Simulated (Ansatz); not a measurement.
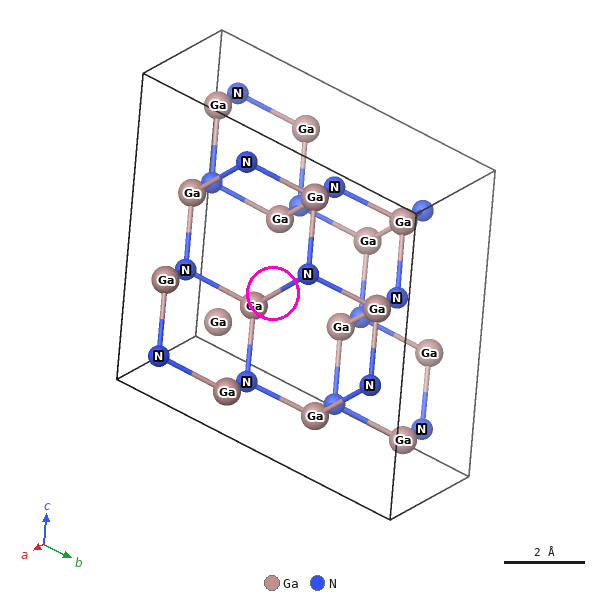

A ball-and-stick rendering, viewed slightly off an axis. The edges of the supercell are marked. The host is GaN, in a cell of 32 sites, and the cell is neutral. A ring marks the defect's site.

### Which defect is modelled here, and what are its neighbours?

A nitrogen vacancy. Around the empty site lie four Ga at about 1.9 Å.

Run with Ansatz 0.2.0, DFT PBE, scalar-relativistic, plane waves, PAW and these settings: a kinetic-energy cutoff of 420 eV, a 2×2×2 grid in reciprocal space, Gaussian smearing of 0.01 eV, collinear spins.

### Does the defective cell carry a moment?

No net moment.

The atoms were relaxed in the host's cell with Ansatz 0.2.0, DFT PBE, scalar-relativistic, plane waves, PAW.
